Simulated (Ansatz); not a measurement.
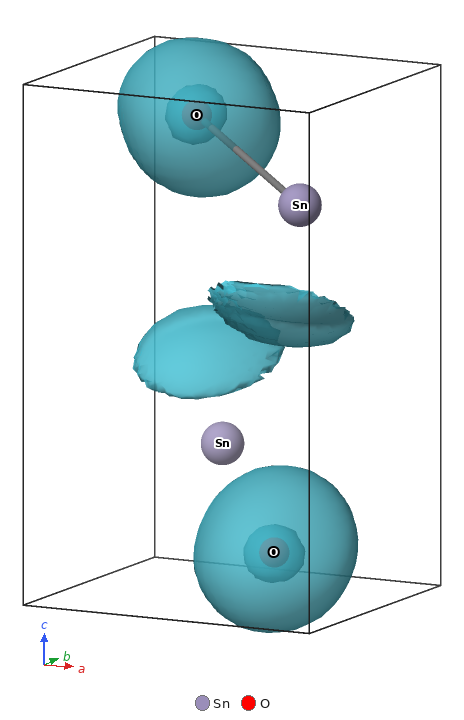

Figure. SnO. Isosurface of the ELF at 0.65 (cyan), seen slightly off an axis. Core shells and regions of very low density are left out. Sticks mark near contacts.

Space group P2₁; a structure from a database of computed crystals, not necessarily the ambient phase; changed on purpose from its base cell (engineering shear strain xy -0.0400, equal normal strain along x and y +0.0000); PAW files of the earlier set (soft_1).

Computed with DFT PBE+D3(BJ), scalar-relativistic, plane waves, PAW (Ansatz 0.2.0).

### Where are the electrons localised?

The ELF exceeds this value in two lobes on Sn, pointing away from the bonds (lone pairs) and two regions wrapped around O (the valence shell of each), counted in one cell of 4 atoms. Any copies at cell faces, edges or corners count once. Profiles from the grid: Sn–O (2.14 Å): the ELF peaks at about 0.80 in the valence shell of O, 0.6 Å from its nucleus, and is about 0.25 at the midpoint: no shared electron pair shows on this line. Sn–O (2.18 Å): the ELF peaks at about 0.80 in the valence shell of O, 0.6 Å from its nucleus, and is about 0.25 at the midpoint (no localised pair shows between them).
